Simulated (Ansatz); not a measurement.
Geometry relaxation of Mo

System: Mo (P6/mmm, 1 atom in the cell).
Method: DFT r2SCAN, scalar-relativistic, plane waves, PAW, no spin polarisation (Ansatz 0.2.0).

The structure derives from a Materials Project entry. Figures and captions count atoms from 1; the log counts them from 0 in places.

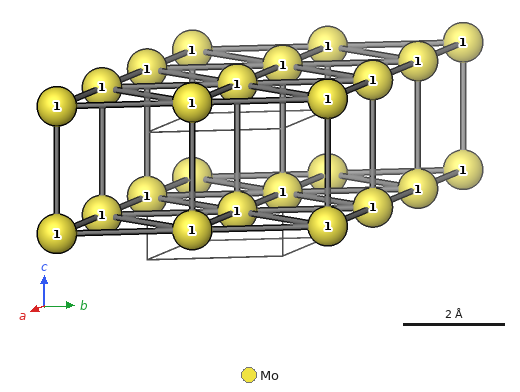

Fig. 1: The input geometry (ball-and-stick view of the cell of the calculation, repeated 3 × 2 × 2, seen slightly off an axis; atoms are numbered from 1 in the order of the input). An atom can appear more than once, as a periodic image. Near neighbours in the periodic cell (some may lie outside the picture): Mo has 8 Mo at 2.56 to 2.74 Å.

**Input file**
```yaml
crystal:
  lattice:
    - [2.7355103972, 0.0, 0.0]
    - [-1.3677551986, 2.3690214963, 0.0]
    - [0.0, 0.0, 2.5551807]
  atoms:
    - { symbol: Mo, position: [0.0, 0.0, 0.5] }
basis:
  ecutwfc: 500
kpoints:
  mp_grid: { grid: [18, 18, 16] }
hamiltonian:
  xc: r2scan
scf:
  occupations: { method: gaussian, width: 0.1 }
output:
  forces: true
  stress: true
  eigenvalues: true
relax:
  adjacent_minimum: "off"
  f_tol: 0.005
  max_steps: 80
  cell: { stress_tol: 0.05 }
```

Run as:
```bash
ansatz run input.yaml --threads 2 --pin off --max-ram 5120MiB --backend cpu --events-out ev --progress --plain --runs-dir out
```

**What the program printed**
```
Engine: ansatz 0.2.0, x86_64-unknown-linux-gnu
Pseudopotentials: kind: paw
Pseudopotential: Mo, paw, valence charge 14, recommended cutoff 500 eV (meta_gga), Mo.paw.azcp
Functional definition: r2SCAN
  parameter k0 = 0.174
  parameter k1 = 0.065
  parameter a1 = 4.9479
  exchange = r2scan_x(k0 = k0, k1 = k1, a1 = a1)
  correlation = r2scan_c
Crystal: 1 atoms, lattice volume = 16.559 Å³
Basis set: ecut = 500 eV, 405 PW (Γ), exchange–correlation on 80×80×80 points (64 copies of the dense FFT grid, shifted against one another)
Bands: 11, of which v1, the nominal top of the filled ones, is band 7 counted from 1 (6 counted from 0)
Symmetry: 24 space group operations
Space group: P6/mmm (ITA 191), of the structure as read, at distance tolerance 2.5e-5 Å
k-points: 333 of 5184
Non-local potential: Mo, projectors of the file, l = 0: 3, l = 1: 2, l = 2: 2, l = 3: 1
PAW form: soft (Blöchl's): semilocal exchange-correlation on the pseudo side does not see the compensation charge
PAW frozen core: Mo, regenerated for the run's functional (the file was generated under x = pbe(κ = 0.804, μ = 0.2195149727645171), c = pbe(β = 0.06672455060314922))
PAW one-centre angular grid: Mo, 590 points (default); XC on 160 Gauss nodes
Initial density: superposition of atomic densities (neutral atoms: chi_scale 0, normalization atom), corrected by the library's trained network
Initial wavefunctions: pseudopotential atomic-orbital guess
Functional: x = r2scan, c = r2scan; τ floored in thin density (d = 2e-4 eV/Å³)
SCF iter   1: F=—  HF=-4966.658044 eV  |F-HF|=—  |Δ(HF+E_count)|=         —  Δρ=1.23e-2  dr2=1.40e-2  dr2_τ=1.55e-2  ethr=1.77e-3  ⟨swp⟩=5.0  Hψ=22476  notcnv=0
preconditioner: auto → none  [metal: Δε(μ)=0.006 eV  Ē_g=8.073 eV  σ=0.100 eV  W_gap=0.04  n_scr=8 (ndim 8)  ℏωp=22.4 eV  f_vac=0.000  D(μ)=0.95/eV (n_scr^D=8)  sad-step TF]
SCF iter   2: F=—  HF=-4966.659045 eV  |F-HF|=—  |Δ(HF+E_count)|=   1.00e-3  Δρ=6.77e-3  dr2=3.66e-3  dr2_τ=1.93e-4  ethr=1.00e-4  ⟨swp⟩=1.4  Hψ=6894  notcnv=0
SCF iter   3: F=—  HF=-4966.659064 eV  |F-HF|=—  |Δ(HF+E_count)|=   1.89e-5  Δρ=6.06e-4  dr2=2.70e-5  dr2_τ=2.52e-6  ethr=2.61e-5  ⟨swp⟩=2.8  Hψ=5868  notcnv=0
SCF iter   4: F=—  HF=-4966.659091 eV  |F-HF|=—  |Δ(HF+E_count)|=   2.72e-5  Δρ=1.62e-4  dr2=3.45e-6  dr2_τ=9.94e-7  ethr=1.93e-7  ⟨swp⟩=2.0  Hψ=5946  notcnv=0
SCF iter   5: F=—  HF=-4966.659091 eV  |F-HF|=—  |Δ(HF+E_count)|=   7.98e-7  Δρ=4.33e-5  dr2=1.21e-7  dr2_τ=3.44e-8  ethr=2.47e-8  ⟨swp⟩=2.7  Hψ=5657  notcnv=0
SCF iter   6: F=-4966.659091 eV  HF=-4966.659091 eV  |F-HF|=1.50e-8  |Δ(HF+E_count)|=   1.13e-7  Δρ=1.53e-5  dr2=1.14e-8  dr2_τ=2.11e-9  ethr=7.14e-10  ⟨swp⟩=5.0  Hψ=16293  notcnv=0
SCF 1 converged in 6 iterations: F = -4966.659091 eV  dr2 = 1.14e-8
  greatest PAW one-centre occupation: 0.997 electrons in one spin orbital (limit 2), on the Mo atom at site 0 (counted from 0), in its partial waves of l = 0
relax step   1: F+E_penalty+E_count = -4966.65909077 eV  Δ(F+E_penalty+E_count) = +0.000e0 eV  max|allowed force component| = 0.000e0 eV/Å  Δτ_max = 0.0000 Å  P = +0.506 GPa  Ω = 16.559 Å³  (6 SCF iters, dr2 threshold 1.00e-7 eV, accepted)
Crystal: 1 atoms, lattice volume = 16.694 Å³
Initial density: handed on by an earlier stage of this run
Initial wavefunctions: those handed on with the density
iter 1 solved again at ethr=7.35e-6 eV; its pass at ethr=3.10e-3 eV (dr2=1.03e-3 eV) is discarded
SCF iter   1: F=—  HF=-4966.656212 eV  |F-HF|=—  |Δ(HF+E_count)|=         —  Δρ=2.57e-3  dr2=1.04e-3  dr2_τ=4.42e-3  ethr=7.35e-6  ⟨swp⟩=1.4  Hψ=26565  notcnv=0
preconditioner: auto → none  [metal: Δε(μ)=0.006 eV  Ē_g=7.984 eV  σ=0.100 eV  W_gap=0.03  n_scr=8 (ndim 8)  ℏωp=22.3 eV  f_vac=0.000  D(μ)=1.07/eV (n_scr^D=8)]
SCF iter   2: F=—  HF=-4966.660374 eV  |F-HF|=—  |Δ(HF+E_count)|=   4.16e-3  Δρ=1.06e-3  dr2=6.77e-5  dr2_τ=2.77e-5  ethr=7.35e-6  ⟨swp⟩=2.0  Hψ=5613  notcnv=0
SCF iter   3: F=—  HF=-4966.660396 eV  |F-HF|=—  |Δ(HF+E_count)|=   2.19e-5  Δρ=5.75e-4  dr2=1.44e-5  dr2_τ=1.01e-6  ethr=4.83e-7  ⟨swp⟩=2.0  Hψ=4633  notcnv=0
SCF iter   4: F=—  HF=-4966.660413 eV  |F-HF|=—  |Δ(HF+E_count)|=   1.73e-5  Δρ=7.79e-5  dr2=7.37e-7  dr2_τ=2.08e-7  ethr=1.03e-7  ⟨swp⟩=3.0  Hψ=6016  notcnv=0
SCF iter   5: F=-4966.660413 eV  HF=-4966.660413 eV  |F-HF|=4.18e-8  |Δ(HF+E_count)|=   7.01e-8  Δρ=2.06e-5  dr2=7.66e-8  dr2_τ=6.11e-9  ethr=7.14e-10  ⟨swp⟩=5.8  Hψ=17991  notcnv=0
SCF 2 converged in 5 iterations: F = -4966.660413 eV  dr2 = 7.66e-8
relax step   2: F+E_penalty+E_count = -4966.66041312 eV  Δ(F+E_penalty+E_count) = -1.322e-3 eV  max|allowed force component| = 0.000e0 eV/Å  Δτ_max = 0.0000 Å  P = -1.443 GPa  Ω = 16.694 Å³  energy of the carried Pulay correction = -6.443e-5 eV  (5 SCF iters, dr2 threshold 1.00e-7 eV, accepted)
Crystal: 1 atoms, lattice volume = 16.590 Å³
iter 1 solved again at ethr=5.68e-8 eV; its pass at ethr=3.10e-3 eV (dr2=7.96e-6 eV) is discarded
SCF iter   1: F=—  HF=-4966.660011 eV  |F-HF|=—  |Δ(HF+E_count)|=         —  Δρ=3.00e-4  dr2=1.09e-5  dr2_τ=6.99e-4  ethr=5.68e-8  ⟨swp⟩=3.3  Hψ=28143  notcnv=0
preconditioner: auto → none  [metal: Δε(μ)=0.008 eV  Ē_g=8.048 eV  σ=0.100 eV  W_gap=0.05  n_scr=8 (ndim 8)  ℏωp=22.3 eV  f_vac=0.000  D(μ)=1.01/eV (n_scr^D=8)]
SCF iter   2: F=—  HF=-4966.660979 eV  |F-HF|=—  |Δ(HF+E_count)|=   9.68e-4  Δρ=2.21e-4  dr2=3.61e-6  dr2_τ=1.16e-6  ethr=5.68e-8  ⟨swp⟩=2.0  Hψ=6060  notcnv=0
SCF iter   3: F=—  HF=-4966.660981 eV  |F-HF|=—  |Δ(HF+E_count)|=   2.02e-6  Δρ=1.14e-4  dr2=6.56e-7  dr2_τ=2.44e-7  ethr=2.58e-8  ⟨swp⟩=2.5  Hψ=5539  notcnv=0
SCF iter   4: F=-4966.660982 eV  HF=-4966.660982 eV  |F-HF|=4.04e-8  |Δ(HF+E_count)|=   1.47e-6  Δρ=2.34e-5  dr2=3.55e-8  dr2_τ=1.06e-8  ethr=7.14e-10  ⟨swp⟩=3.4  Hψ=16553  notcnv=0
SCF 3 converged in 4 iterations: F = -4966.660982 eV  dr2 = 3.55e-8
relax step   3: F+E_penalty+E_count = -4966.66098231 eV  Δ(F+E_penalty+E_count) = -5.692e-4 eV  max|allowed force component| = 0.000e0 eV/Å  Δτ_max = 0.0000 Å  P = -0.111 GPa  Ω = 16.590 Å³  energy of the carried Pulay correction = -1.296e-5 eV  (4 SCF iters, dr2 threshold 1.00e-7 eV, accepted)
Crystal: 1 atoms, lattice volume = 16.581 Å³
iter 1 solved again at ethr=4.58e-10 eV; its pass at ethr=3.10e-3 eV (dr2=6.41e-8 eV) is discarded
SCF iter   1: F=—  HF=-4966.660983 eV  |F-HF|=—  |Δ(HF+E_count)|=         —  Δρ=3.71e-5  dr2=7.82e-8  dr2_τ=5.29e-6  ethr=4.58e-10  ⟨swp⟩=3.2  Hψ=28058  notcnv=0
preconditioner: auto → none  [metal: Δε(μ)=0.011 eV  Ē_g=8.048 eV  σ=0.100 eV  W_gap=0.06  n_scr=8 (ndim 8)  ℏωp=22.3 eV  f_vac=0.000  D(μ)=1.01/eV (n_scr^D=8)]
SCF iter   2: F=—  HF=-4966.660990 eV  |F-HF|=—  |Δ(HF+E_count)|=   7.13e-6  Δρ=2.66e-5  dr2=4.35e-8  dr2_τ=1.48e-8  ethr=4.58e-10  ⟨swp⟩=2.0  Hψ=6054  notcnv=0
SCF iter   3: F=-4966.660990 eV  HF=-4966.660990 eV  |F-HF|=1.68e-8  |Δ(HF+E_count)|=   4.73e-8  Δρ=1.21e-5  dr2=8.21e-9  dr2_τ=3.35e-9  ethr=3.06e-10  ⟨swp⟩=4.2  Hψ=12375  notcnv=0
SCF 4 converged in 3 iterations: F = -4966.660990 eV  dr2 = 8.21e-9
relax step   4: F+E_penalty+E_count = -4966.66098990 eV  Δ(F+E_penalty+E_count) = -7.588e-6 eV  max|allowed force component| = 0.000e0 eV/Å  Δτ_max = 0.0000 Å  P = +0.000 GPa  Ω = 16.581 Å³  energy of the carried Pulay correction = -8.588e-6 eV  (3 SCF iters, dr2 threshold 4.28e-8 eV, accepted)
Basis set: ecut = 500 eV, 405 PW (Γ), exchange–correlation on 96×96×80 points (64 copies of the dense FFT grid, shifted against one another)
Initial wavefunctions: pseudopotential atomic-orbital guess (no wavefunctions were taken with the density)
iter 1 solved again at ethr=1.29e-8 eV; its pass at ethr=3.10e-3 eV (dr2=1.81e-6 eV) is discarded
SCF iter   1: F=—  HF=-4966.660987 eV  |F-HF|=—  |Δ(HF+E_count)|=         —  Δρ=1.24e-4  dr2=7.34e-8  dr2_τ=1.58e-7  ethr=1.29e-8  ⟨swp⟩=3.3  Hψ=33807  notcnv=0
preconditioner: auto → none  [metal: Δε(μ)=0.011 eV  Ē_g=8.047 eV  σ=0.100 eV  W_gap=0.06  n_scr=8 (ndim 8)  ℏωp=22.3 eV  f_vac=0.000  D(μ)=1.01/eV (n_scr^D=8)]
SCF iter   2: F=—  HF=-4966.660997 eV  |F-HF|=—  |Δ(HF+E_count)|=   9.55e-6  Δρ=6.18e-5  dr2=1.70e-8  dr2_τ=2.01e-7  ethr=5.24e-10  ⟨swp⟩=2.0  Hψ=4639  notcnv=0
SCF iter   3: F=—  HF=-4966.661000 eV  |F-HF|=—  |Δ(HF+E_count)|=   3.41e-6  Δρ=5.28e-6  dr2=1.12e-9  dr2_τ=1.47e-9  ethr=1.22e-10  ⟨swp⟩=2.1  Hψ=5543  notcnv=0
SCF iter   4: F=—  HF=-4966.661000 eV  |F-HF|=—  |Δ(HF+E_count)|=   1.82e-8  Δρ=1.05e-6  dr2=5.26e-11  dr2_τ=2.70e-11  ethr=8.01e-12  ⟨swp⟩=2.2  Hψ=5457  notcnv=0
SCF iter   5: F=-4966.661000 eV  HF=-4966.661000 eV  |F-HF|=1.82e-12  |Δ(HF+E_count)|=  4.60e-10  Δρ=1.26e-7  dr2=2.29e-12  dr2_τ=4.62e-13  ethr=1.00e-12  ⟨swp⟩=5.8  Hψ=14893  notcnv=0
SCF 5 converged in 5 iterations: F = -4966.661000 eV  dr2 = 2.29e-12
relax step   5: F+E_penalty+E_count = -4966.66099997 eV  Δ(F+E_penalty+E_count) = -1.007e-5 eV  max|allowed force component| = 0.000e0 eV/Å  Δτ_max = 0.0000 Å  P = -0.000 GPa  Ω = 16.581 Å³  stress off target by 1.17e-2 GPa  SCF on the basis re-selected at this cell (its energy is not comparable with the rows above)  (5 SCF iters)
```

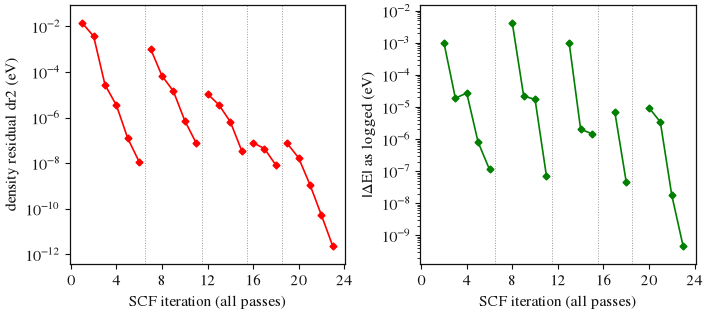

Fig. 2: Convergence of the self-consistent field: density residual dr2 and size of the energy change against the SCF iteration. The dotted lines part the SCF passes of the relaxation: geometry steps, rejected trials and re-solves on a re-selected basis. The 5 passes take 3 to 6 iterations each, 23 in all.

```
basis re-selected at this cell: Δ(F+E_penalty+E_count) = -1.007e-5 eV, ΔP = -0.000 GPa vs the last step (what re-selecting the basis moved, of the pressure what is left beyond the Pulay correction that the steps carried, after the strain that the cell walked since its last selection, with what the two solves' SCF thresholds leave and, on support functions, any second-order correction that the steps lacked; it is no measure of the basis error at this ecutwfc). The dense FFT grid was sized anew with the basis: this SCF ran on 24×24×20 points, the steps before it on 20×20×20, so part of this shift can come from that change (see relax.cell in the input reference). This SCF's stress stands 1.17e-2 GPa from its target on what of the cell is left free (relax.cell.stress_tol is 5.00e-2 GPa) and its largest allowed force component is 0.00e0 eV/Å (relax.f_tol is 5.00e-3 eV/Å): within both
SCF converged after 5 iterations
Free energy (F): -4966.661000 eV
Harris-Foulkes:  -4966.661000 eV  (|F-HF|=1.82e-12)
Internal energy: -4966.655938 eV  (E = F + TS)
E sigma→0 (E₀):  -4966.658469 eV
Entropy (-TS):   -0.005062 eV (-5.062 meV/atom)
Fermi energy:    19.539042 eV
--- Per-component energies (eV) ---
  E_band       = -84.940315
  E_kinetic    = 440.902105
  E_local      = -859.167320  (includes V_loc(G=0)·N_el)
  E_nonlocal   = 144.191139
  E_hartree    = 286.628186
  E_xc         = -178.026696
  E_vxc        = -255.722421  (∫ρ·V_xc dr)
  E_paw        = -3217.866608  (= ΣΔE_a)
  E_vpaw       = -145.461499  (= ΣTr[D̂ρ^β])
  E_aug_tail   = 0.000003  (compensation charges beyond the density's cutoff)
  E_vtau       = 17.061316  (kinetic-family band-sum trace: ∫τ·v_τ [+ j·A + Jᵃ·Aᵃ] dr)
  E_ewald      = -1583.095542
  E_core_change = -0.221204  (= ΣΔE_core)
  E_smearing   = -0.005062  (= −TS)
  E_closure    = 0.000000  (closes the sum)
  Σ components = -4966.661000   (vs F -4966.661000, Δ=0.00e0)
--- Forces (eV/Å), atoms counted from 1 ---
  atom   1  Mo     0.00000000    -0.00000000     0.00000000
  max |Σ_I F_I| component: 3.29e-32 eV/Å
--- Stress (GPa, compression-positive) ---
        0.005302       0.000000       0.000000
        0.000000       0.005302       0.000000
        0.000000       0.000000      -0.011743
  P = ⅓ Tr σ = -0.0004 GPa (-0.004 kbar)
--- Band table (eV; the first three rows and the last of 333) ---
  k-point 0: bands = ["-43.4771", "-15.9830", "-15.9830", "-15.8402", "12.4002", "14.8508", "18.6042", "18.6042", "23.9569", "23.9569", "32.8747"]
  k-point 1: bands = ["-43.4665", "-15.9763", "-15.9763", "-15.9209", "12.5272", "15.0188", "18.6353", "18.6353", "23.7740", "23.7740", "32.9565"]
  k-point 2: bands = ["-43.4364", "-16.1471", "-15.9570", "-15.9570", "12.8730", "15.5250", "18.7250", "18.7250", "23.2843", "23.2843", "33.1998"]
  k-point 332: bands = ["-42.9433", "-17.4725", "-16.7242", "-16.7242", "15.5974", "15.5974", "19.4772", "19.4772", "24.9305", "30.9968", "34.9702"]
--- Relaxed structure (4 steps of the walk, 4 accepted, 1 SCFs on fresh bases) ---
  F+E_penalty+E_count = -4966.66099997 eV   max|allowed force component| = 0.000e0 eV/Å   (the final SCF, on the basis selected at the relaxed cell)
  cell:  # Å, volume = 16.5811 Å³
    - [2.74881793344314, -2.2047765568609185e-33, 1.9291794872533036e-33]
    - [-1.37440896672157, 2.380546160740001, -1.5182521626011751e-19]
    - [7.722876659041356e-34, -1.6375573753457076e-19, 2.533900536810849]
  atoms:
    - { symbol: Mo, position: [6.018531076210112e-36, 0.0, 0.5] }
```

**Trajectory as extended XYZ (Å, eV, eV/Å), 5 frames, from step=1 to step=5**
```
1
Lattice="2.7355 0.0000 0.0000 -1.3678 2.3690 0.0000 0.0000 0.0000 2.5552" Properties=species:S:1:pos:R:3:forces:R:3 step=1 energy=-4966.65909 pressure_GPa=0.51
Mo    0.0000    0.0000    1.2776    0.0000   0.0000   0.0000
1
Lattice="2.7558 0.0000 0.0000 -1.3779 2.3866 0.0000 0.0000 0.0000 2.5382" Properties=species:S:1:pos:R:3:forces:R:3 step=2 energy=-4966.66041 pressure_GPa=-1.44
Mo    0.0000    0.0000    1.2691    0.0000   0.0000   0.0000
1
Lattice="2.7492 0.0000 0.0000 -1.3746 2.3809 0.0000 0.0000 0.0000 2.5345" Properties=species:S:1:pos:R:3:forces:R:3 step=3 energy=-4966.66098 pressure_GPa=-0.11
Mo    0.0000    0.0000    1.2673    0.0000   0.0000   0.0000
1
Lattice="2.7488 0.0000 0.0000 -1.3744 2.3805 0.0000 0.0000 0.0000 2.5339" Properties=species:S:1:pos:R:3:forces:R:3 step=4 energy=-4966.66099 pressure_GPa=0.00
Mo    0.0000    0.0000    1.2670    0.0000   0.0000   0.0000
1
Lattice="2.7488 0.0000 0.0000 -1.3744 2.3805 0.0000 0.0000 0.0000 2.5339" Properties=species:S:1:pos:R:3:forces:R:3 step=5 energy=-4966.66100 pressure_GPa=-0.00
Mo    0.0000    0.0000    1.2670    0.0000   0.0000   0.0000
```

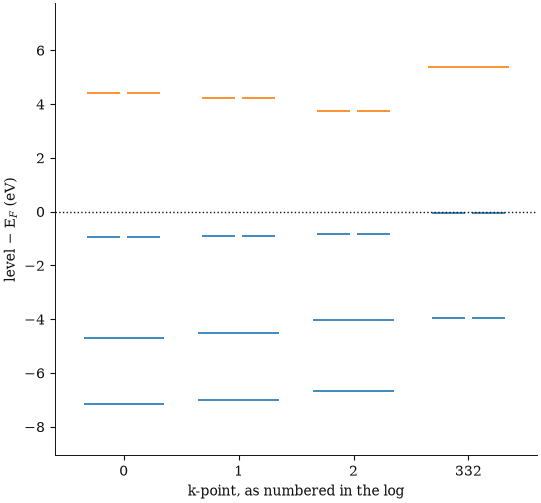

Fig. 3: Kohn–Sham levels near the Fermi level (dotted) at the few k-points that the log prints; levels within 0.02 eV of each other stand side by side. The system is metallic on the full mesh.

**Results in brief**

- outcome: converged
- space group (tolerance 0.01 Å): P6/mmm (191)
- electrons treated: 14
- free energy: −4966.6610 eV
- Fermi energy: 19.539 eV
- gap on the k-point mesh: none (metallic)
- pressure: 0.00 GPa
- final volume: 16.58 Å³
- largest force (length of the vector) at the end: under 0.001 eV/Å
- final cell: a = 2.749 Å, b = 2.749 Å, c = 2.534 Å, α = 90.00°, β = 90.00°, γ = 120.00°
- hardware: 2 threads of Intel Xeon (Granite Rapids), 192 GiB of memory available, shared host
- wall time: 9.7 s (CPU time 19 s)
- peak memory: 0.46 GiB
